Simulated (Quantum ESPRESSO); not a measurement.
## TiSe2: parallel and opposed starts

Does TiSe2 prefer parallel or opposed moments, or none?

Program: Quantum ESPRESSO 7.5. Level of theory: PBEsol; plane waves with GBRV 1.5 PBEsol potentials, no spin-orbit coupling. Results are calculated unless marked as measured.

**1. The starting structure**

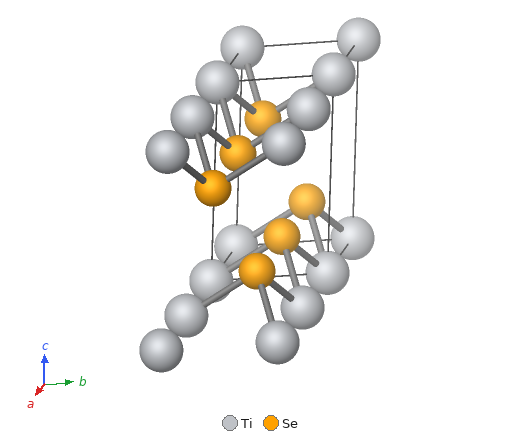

The starting structure, seen slightly off an axis (titanium light grey, selenium orange). 3×1×1 cells are drawn. Bonds to atoms that aren't drawn are left out. Some periodic images of atoms are drawn too.

The cell comes from the Crystallography Open Database.

**2. Run 1, typed as ferro +**

The signs are those of the starting moments on the seeded atoms, the atoms that are given a moment.

Contents of pw.in:

```
&CONTROL
  calculation = 'scf'
  prefix = 'pwscf'
  outdir = './tmp'
  pseudo_dir = './pseudo'
  disk_io = 'nowf'
/
&SYSTEM
  ibrav = 0
  nat = 3
  ntyp = 2
  ecutwfc = 40
  ecutrho = 280
  nbnd = 20
  occupations = 'smearing'
  smearing = 'fd'
  degauss = 0.00367493
  nspin = 2
  starting_magnetization(1) = 0.0833
  starting_magnetization(2) = 0
/
&ELECTRONS
  conv_thr = 6d-09
  electron_maxstep = 150
  mixing_beta = 0.3
/
ATOMIC_SPECIES
Ti     47.8670 ti_pbesol_v1.4.uspp.F.UPF
Se     78.9710 se_pbesol_v1.uspp.F.UPF
CELL_PARAMETERS angstrom
   3.5360000000    0.0000000000    0.0000000000
  -1.7680000000    3.0622658278    0.0000000000
   0.0000000000    0.0000000000    6.0040000000
ATOMIC_POSITIONS crystal
Ti      0.0000000000    0.0000000000    0.0000000000
Se      0.3333333333    0.6666666667    0.2552000000
Se      0.6666666667    0.3333333333    0.7448000000
K_POINTS automatic
6 6 6 0 0 0
```

Started as:

```sh
> OMP_NUM_THREADS=1 mpirun -n 4 pw.x -nk 4 -in pw.in > pw.out
```

What it wrote:

```text
Program PWSCF v.7.5 starts

     Message from routine setup:
     using ibrav=0 with symmetry is DISCOURAGED, use correct ibrav instead

     K-points division:     npool     =       4
     Subspace diagonalization in iterative solution of the eigenvalue problem:

     G-vector sticks info
     --------------------
     sticks:   dense  smooth     PW     G-vecs:    dense   smooth      PW
     Sum         859     499    151                34615    15087    2587

     Using Slab Decomposition

     bravais-lattice index     =            0
     lattice parameter (alat)  =       6.6821  a.u.
     unit-cell volume          =     438.7250 (a.u.)^3
     number of atoms/cell      =            3
     number of atomic types    =            2
     number of electrons       =        24.00
     number of Kohn-Sham states=           20
     kinetic-energy cutoff     =      40.0000  Ry
     charge density cutoff     =     280.0000  Ry
     scf convergence threshold =      6.0E-09
     mixing beta               =       0.3000
     number of iterations used =            8  plain     mixing
     Exchange-correlation= SLA  PW   PSX  PSC
                           (   1   4  10   8   0   0   0)

     celldm(1)=   6.682072  celldm(2)=   0.000000  celldm(3)=   0.000000
     celldm(4)=   0.000000  celldm(5)=   0.000000  celldm(6)=   0.000000

     crystal axes: (cart. coord. in units of alat)
               a(1) = (   1.000000   0.000000   0.000000 )
               a(2) = (  -0.500000   0.866025   0.000000 )
               a(3) = (   0.000000   0.000000   1.697964 )

     reciprocal axes: (cart. coord. in units 2 pi/alat)
               b(1) = (  1.000000  0.577350 -0.000000 )
               b(2) = (  0.000000  1.154701  0.000000 )
               b(3) = (  0.000000 -0.000000  0.588941 )

     PseudoPot. # 1 for Ti read from file:
     ti_pbesol_v1.4.uspp.F.UPF
     Pseudo is Ultrasoft + core correction, Zval = 12.0
     Generated by new atomic code, or converted to UPF format
     Using radial grid of  851 points,  6 beta functions with:
                l(1) =   0
                l(2) =   0
                l(3) =   1
                l(4) =   1
                l(5) =   2
                l(6) =   2
     Q(r) pseudized with  6 coefficients,  rinner =    1.000   1.000   1.000
                                                       1.000   1.000

     PseudoPot. # 2 for Se read from file:
     se_pbesol_v1.uspp.F.UPF
     Pseudo is Ultrasoft + core correction, Zval =  6.0
     Generated by new atomic code, or converted to UPF format
     Using radial grid of  877 points,  6 beta functions with:
                l(1) =   0
                l(2) =   0
                l(3) =   1
                l(4) =   1
                l(5) =   2
                l(6) =   2
     Q(r) pseudized with  8 coefficients,  rinner =    1.300   1.300   1.300
                                                       1.300   1.300

     atomic species   valence    mass     pseudopotential
     Ti               12.00    47.86700     Ti( 1.00)
     Se                6.00    78.97100     Se( 1.00)

     Starting magnetic structure
     atomic species   magnetization
     Ti              0.083
     Se              0.000

     12 Sym. Ops., with inversion, found

   Cartesian axes

     site n.     atom                  positions (alat units)
         1        Ti     tau(   1) = (   0.0000000   0.0000000   0.0000000  )
         2        Se     tau(   2) = (  -0.0000000   0.5773503   0.4333204  )
         3        Se     tau(   3) = (   0.5000000   0.2886751   1.2646434  )

     number of k points=    34  Fermi-Dirac smearing, width (Ry)=  0.0037
                       cart. coord. in units 2pi/alat
        k(    1) = (   0.0000000   0.0000000   0.0000000), wk =   0.0046296
        k(    2) = (   0.0000000   0.0000000   0.0981568), wk =   0.0092593
        k(    3) = (   0.0000000   0.0000000   0.1963136), wk =   0.0092593
        k(    4) = (   0.0000000   0.0000000  -0.2944704), wk =   0.0046296
        k(    5) = (   0.0000000   0.1924501   0.0000000), wk =   0.0277778
        [... 29 further k-points ...]

     Dense  grid:    34615 G-vectors     FFT dimensions: (  36,  36,  64)

     Smooth grid:    15087 G-vectors     FFT dimensions: (  27,  27,  45)

     Check: negative core charge=   -0.000002
     Generating pointlists ...
     new r_m :   0.2978 (alat units)  1.9897 (a.u.) for type    1
     new r_m :   0.2978 (alat units)  1.9897 (a.u.) for type    2

     Initial potential from superposition of free atoms

     starting charge      22.9998, renormalised to      24.0000

     negative rho (up, down):  6.259E-04 5.287E-04
     Starting wfcs are   18 randomized atomic wfcs +    2 random wfcs

     Self-consistent Calculation

     iteration #  1     ecut=    40.00 Ry     beta= 0.30
     Davidson diagonalization with overlap
     ethr =  1.00E-02,  avg # of iterations =  4.7

     negative rho (up, down):  5.379E-04 5.180E-04

     total energy              =    -205.93858427 Ry
     estimated scf accuracy    <       0.32132743 Ry

     total magnetization       =     0.22 Bohr mag/cell
     absolute magnetization    =     0.51 Bohr mag/cell

     iteration #  2     ecut=    40.00 Ry     beta= 0.30
     Davidson diagonalization with overlap
     ethr =  1.34E-03,  avg # of iterations =  2.1

     negative rho (up, down):  5.438E-04 5.353E-04

     total energy              =    -205.96644134 Ry
     estimated scf accuracy    <       0.29070726 Ry

     total magnetization       =     0.03 Bohr mag/cell
     absolute magnetization    =     0.25 Bohr mag/cell

     iteration #  3     ecut=    40.00 Ry     beta= 0.30
     Davidson diagonalization with overlap
     ethr =  1.21E-03,  avg # of iterations =  1.2

     negative rho (up, down):  4.826E-04 5.289E-04

     total energy              =    -205.99789897 Ry
     estimated scf accuracy    <       0.02691963 Ry

     total magnetization       =     0.16 Bohr mag/cell
     absolute magnetization    =     0.40 Bohr mag/cell

     [... further iterations left out ...]

     iteration # 10     ecut=    40.00 Ry     beta= 0.30
     Davidson diagonalization with overlap
     ethr =  5.83E-09,  avg # of iterations =  5.6

     negative rho (up, down):  4.555E-04 4.559E-04

     total energy              =    -206.00320491 Ry
     estimated scf accuracy    <       0.00000375 Ry

     total magnetization       =     0.01 Bohr mag/cell
     absolute magnetization    =     0.01 Bohr mag/cell

     iteration # 11     ecut=    40.00 Ry     beta= 0.30
     Davidson diagonalization with overlap
     ethr =  5.83E-09,  avg # of iterations =  2.1

     negative rho (up, down):  4.558E-04 4.554E-04

     total energy              =    -206.00320713 Ry
     estimated scf accuracy    <       0.00000005 Ry

     total magnetization       =     0.00 Bohr mag/cell
     absolute magnetization    =     0.00 Bohr mag/cell

     iteration # 12     ecut=    40.00 Ry     beta= 0.30
     Davidson diagonalization with overlap
     ethr =  2.11E-10,  avg # of iterations =  4.6

     negative rho (up, down):  4.557E-04 4.555E-04

     total energy              =    -206.00320732 Ry
     estimated scf accuracy    <       0.00000004 Ry

     total magnetization       =     0.00 Bohr mag/cell
     absolute magnetization    =     0.00 Bohr mag/cell

     iteration # 13     ecut=    40.00 Ry     beta= 0.30
     Davidson diagonalization with overlap
     ethr =  1.66E-10,  avg # of iterations =  2.0

     negative rho (up, down):  4.555E-04 4.555E-04

     Magnetic moment per site  (integrated on atomic sphere of radius R)
     atom   1 (R=0.298)  charge=  9.8616  magn=  0.0000
     atom   2 (R=0.298)  charge=  3.8792  magn=  0.0000
     atom   3 (R=0.298)  charge=  3.8792  magn=  0.0000

     End of self-consistent calculation

     [... lines left out ...]
     the Fermi energy is     7.7636 ev

!    total energy              =    -206.00320733 Ry
     estimated scf accuracy    <          1.7E-09 Ry
     smearing contrib. (-TS)   =      -0.00072040 Ry
     internal energy E=F+TS    =    -206.00248693 Ry

     The total energy is F=E-TS. E is the sum of the following terms:
     one-electron contribution =     -77.96585425 Ry
     hartree contribution      =      47.17706312 Ry
     xc contribution           =     -76.69296619 Ry
     ewald contribution        =     -98.52072960 Ry

     total magnetization       =     0.00 Bohr mag/cell
     absolute magnetization    =     0.00 Bohr mag/cell

     convergence has been achieved in  13 iterations

=------------------------------------------------------------------------------=
   JOB DONE.
=------------------------------------------------------------------------------=
```

It took 11 s on 4 MPI ranks of AMD EPYC 9R14 (Zen 4), shared host; peak memory 0.44 GiB; 41 s of CPU time.

The spin moment in the atom's sphere vanishes on all atoms.

Read from the output:

```yaml
smearing_term_ts: 0.009802 eV
magnetization: 0 μB
absolute_magnetization: 0 μB
final_state: non-magnetic
```

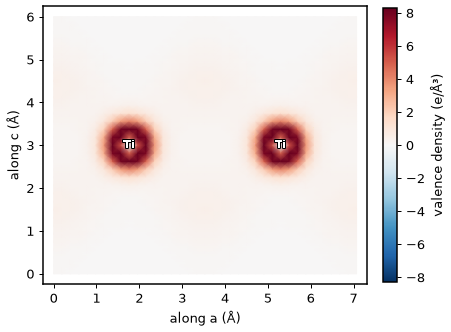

Valence density in the ac plane at fractional y = 0.000, with atoms of Ti within 0.2 Å of it. It is the smooth field of the valence electrons, not physical close to the nuclei. The map starts off the cell's origin, so that atoms lie inside it.

**3. Run 2 (antiferro q=(0,1/2,1/2) +−)**

The cell is doubled to 6 atoms to hold this order. The wavevector q is in fractions of the reciprocal vectors of the crystal's primitive cell, as the cells of these inputs are built from it; moments change sign between cells as cos(2π q·R).

Contents of pw.in:

```
&CONTROL
  calculation = 'scf'
  prefix = 'pwscf'
  outdir = './tmp'
  pseudo_dir = './pseudo'
  disk_io = 'nowf'
/
&SYSTEM
  ibrav = 0
  nat = 6
  ntyp = 3
  ecutwfc = 40
  ecutrho = 280
  nbnd = 34
  occupations = 'smearing'
  smearing = 'fd'
  degauss = 0.00367493
  nspin = 2
  starting_magnetization(1) = 0.0833
  starting_magnetization(2) = -0.0833
  starting_magnetization(3) = 0
/
&ELECTRONS
  conv_thr = 1.2d-08
  electron_maxstep = 150
  mixing_beta = 0.3
/
ATOMIC_SPECIES
Ti1    47.8670 ti_pbesol_v1.4.uspp.F.UPF
Ti2    47.8670 ti_pbesol_v1.4.uspp.F.UPF
Se     78.9710 se_pbesol_v1.uspp.F.UPF
CELL_PARAMETERS angstrom
   3.5360000000    0.0000000000    0.0000000000
  -3.5360000000    6.1245316556    0.0000000000
  -1.7680000000    3.0622658278    6.0040000000
ATOMIC_POSITIONS crystal
Ti1     0.0000000000    0.0000000000    0.0000000000
Ti2     0.0000000000    0.5000000000    0.0000000000
Se      0.3333333333    0.2057333334    0.2552000000
Se      0.3333333333    0.7057333334    0.2552000000
Se      0.6666666667    0.7942666666    0.7448000000
Se      0.6666666667    0.2942666666    0.7448000000
K_POINTS automatic
6 3 6 0 0 0
```

What it wrote:

```text
[banner, memory and clock lines left out]
Program PWSCF v.7.5 starts

     Message from routine setup:
     using ibrav=0 with symmetry is DISCOURAGED, use correct ibrav instead

     bravais-lattice index     =            0
     lattice parameter (alat)  =       6.6821  a.u.
     unit-cell volume          =     877.4501 (a.u.)^3
     number of atoms/cell      =            6
     number of atomic types    =            3
     number of electrons       =        48.00
     number of Kohn-Sham states=           34
     kinetic-energy cutoff     =      40.0000  Ry
     charge density cutoff     =     280.0000  Ry
     scf convergence threshold =      1.2E-08
     mixing beta               =       0.3000
     number of iterations used =            8  plain     mixing
     Exchange-correlation= SLA  PW   PSX  PSC
                           (   1   4  10   8   0   0   0)

     celldm(1)=   6.682072  celldm(2)=   0.000000  celldm(3)=   0.000000
     celldm(4)=   0.000000  celldm(5)=   0.000000  celldm(6)=   0.000000

     crystal axes: (cart. coord. in units of alat)
               a(1) = (   1.000000   0.000000   0.000000 )
               a(2) = (  -1.000000   1.732051   0.000000 )
               a(3) = (  -0.500000   0.866025   1.697964 )

     reciprocal axes: (cart. coord. in units 2 pi/alat)
               b(1) = (  1.000000  0.577350  0.000000 )
               b(2) = (  0.000000  0.577350 -0.294470 )
               b(3) = (  0.000000 -0.000000  0.588941 )

     PseudoPot. # 1 for Ti read from file:
     ti_pbesol_v1.4.uspp.F.UPF
     Pseudo is Ultrasoft + core correction, Zval = 12.0

     PseudoPot. # 2 for Ti read from file:
     ti_pbesol_v1.4.uspp.F.UPF
     Pseudo is Ultrasoft + core correction, Zval = 12.0

     PseudoPot. # 3 for Se read from file:
     se_pbesol_v1.uspp.F.UPF
     Pseudo is Ultrasoft + core correction, Zval =  6.0

     atomic species   valence    mass     pseudopotential
     Ti1              12.00    47.86700     Ti( 1.00)
     Ti2              12.00    47.86700     Ti( 1.00)
     Se                6.00    78.97100     Se( 1.00)

     Starting magnetic structure
     atomic species   magnetization
     Ti1             0.083
     Ti2            -0.083
     Se              0.000

      4 Sym. Ops., with inversion, found

   Cartesian axes

     site n.     atom                  positions (alat units)
         1        Ti1    tau(   1) = (   0.0000000   0.0000000   0.0000000  )
         2        Ti2    tau(   2) = (  -0.5000000   0.8660254   0.0000000  )
         3        Se     tau(   3) = (  -0.0000000   0.5773503   0.4333204  )
         4        Se     tau(   4) = (  -0.5000000   1.4433757   0.4333204  )
         5        Se     tau(   5) = (  -0.5000000   2.0207259   1.2646434  )
         6        Se     tau(   6) = (   0.0000000   1.1547005   1.2646434  )

     number of k points=    34  Fermi-Dirac smearing, width (Ry)=  0.0037
                       cart. coord. in units 2pi/alat
        k(    1) = (   0.0000000   0.0000000   0.0000000), wk =   0.0092593
        k(    2) = (   0.0000000   0.0000000   0.0981568), wk =   0.0185185
        k(    3) = (   0.0000000   0.0000000   0.1963136), wk =   0.0185185
        k(    4) = (   0.0000000   0.0000000  -0.2944704), wk =   0.0092593
        k(    5) = (   0.0000000   0.1924501  -0.0981568), wk =   0.0185185
        [... 29 further k-points ...]

     Dense  grid:    69343 G-vectors     FFT dimensions: (  36,  72,  72)

     Smooth grid:    30071 G-vectors     FFT dimensions: (  27,  54,  54)

     Check: negative core charge=   -0.000002
     Generating pointlists ...
     new r_m :   0.2978 (alat units)  1.9897 (a.u.) for type    1
     new r_m :   0.2978 (alat units)  1.9897 (a.u.) for type    2
     new r_m :   0.2978 (alat units)  1.9897 (a.u.) for type    3

     Initial potential from superposition of free atoms

     starting charge      45.9997, renormalised to      48.0000

     negative rho (up, down):  1.026E-03 1.026E-03
     Starting wfcs are   36 randomized atomic wfcs

     Self-consistent Calculation

     iteration #  1     ecut=    40.00 Ry     beta= 0.30
     Davidson diagonalization with overlap
     ethr =  1.00E-02,  avg # of iterations =  2.0

     negative rho (up, down):  9.328E-04 9.328E-04

     total energy              =    -411.88834260 Ry
     estimated scf accuracy    <       0.60235486 Ry

     total magnetization       =     0.00 Bohr mag/cell
     absolute magnetization    =     0.86 Bohr mag/cell

     iteration #  2     ecut=    40.00 Ry     beta= 0.30
     Davidson diagonalization with overlap
     ethr =  1.25E-03,  avg # of iterations =  2.3

     negative rho (up, down):  9.539E-04 9.539E-04

     total energy              =    -411.93816083 Ry
     estimated scf accuracy    <       0.56438701 Ry

     total magnetization       =    -0.00 Bohr mag/cell
     absolute magnetization    =     0.38 Bohr mag/cell

     [... further iterations left out ...]

     iteration # 12     ecut=    40.00 Ry     beta= 0.30
     Davidson diagonalization with overlap
     ethr =  1.94E-09,  avg # of iterations =  2.4

     negative rho (up, down):  8.099E-04 8.099E-04

     total energy              =    -412.00641470 Ry
     estimated scf accuracy    <       0.00000004 Ry

     total magnetization       =    -0.00 Bohr mag/cell
     absolute magnetization    =     0.00 Bohr mag/cell

     iteration # 13     ecut=    40.00 Ry     beta= 0.30
     Davidson diagonalization with overlap
     ethr =  9.36E-11,  avg # of iterations =  5.2

     negative rho (up, down):  8.099E-04 8.099E-04

     Magnetic moment per site  (integrated on atomic sphere of radius R)
     atom   1 (R=0.298)  charge=  9.8614  magn=  0.0002
     atom   2 (R=0.298)  charge=  9.8614  magn= -0.0002
     atom   3 (R=0.298)  charge=  3.8796  magn=  0.0001
     atom   4 (R=0.298)  charge=  3.8796  magn= -0.0001
     atom   5 (R=0.298)  charge=  3.8796  magn=  0.0001
     atom   6 (R=0.298)  charge=  3.8796  magn= -0.0001

     End of self-consistent calculation

     [... lines left out ...]
     the Fermi energy is     7.7637 ev

!    total energy              =    -412.00641476 Ry
     estimated scf accuracy    <          1.0E-08 Ry
     smearing contrib. (-TS)   =      -0.00144061 Ry
     internal energy E=F+TS    =    -412.00497416 Ry

     The total energy is F=E-TS. E is the sum of the following terms:
     one-electron contribution =    -155.93029445 Ry
     hartree contribution      =      94.35263856 Ry
     xc contribution           =    -153.38585906 Ry
     ewald contribution        =    -197.04145920 Ry

     total magnetization       =    -0.00 Bohr mag/cell
     absolute magnetization    =     0.00 Bohr mag/cell

     convergence has been achieved in  13 iterations
```

It took 40 s on 4 MPI ranks; peak memory 0.76 GiB; 2.7 min of CPU time.

Spin moment in the atom's sphere by atom:

```csv
atom,spin moment in the atom's sphere (μB)
Ti1,0.0002
Ti2,-0.0002
Se3,0.0001
Se4,-0.0001
Se5,0.0001
Se6,-0.0001
```

Read from the output:

| Quantity | Value |
| --- | --- |
| smearing term TS | 0.01960 eV |
| magnetization | 0 μB |
| absolute magnetization | 0 μB |
| final state | non-magnetic |

[end of part 1 of 2]

[Logs and program files are shortened in this print: banners, set-up blocks, solver, clock and traceback lines can be left out without a mark of their own.]

[Logs are printed without paths, hosts, clocks, repeated set-up lines and the standing remarks that a program may print on its own settings, such as how far it seeks lower states.]

[Hosts, paths, dates, database ids (printed as entryN), source tags and the programs' standing remarks are cut or masked in the printed files.]

[Where a cell is said to come from a database of computed structures, the database is the Materials Project.]
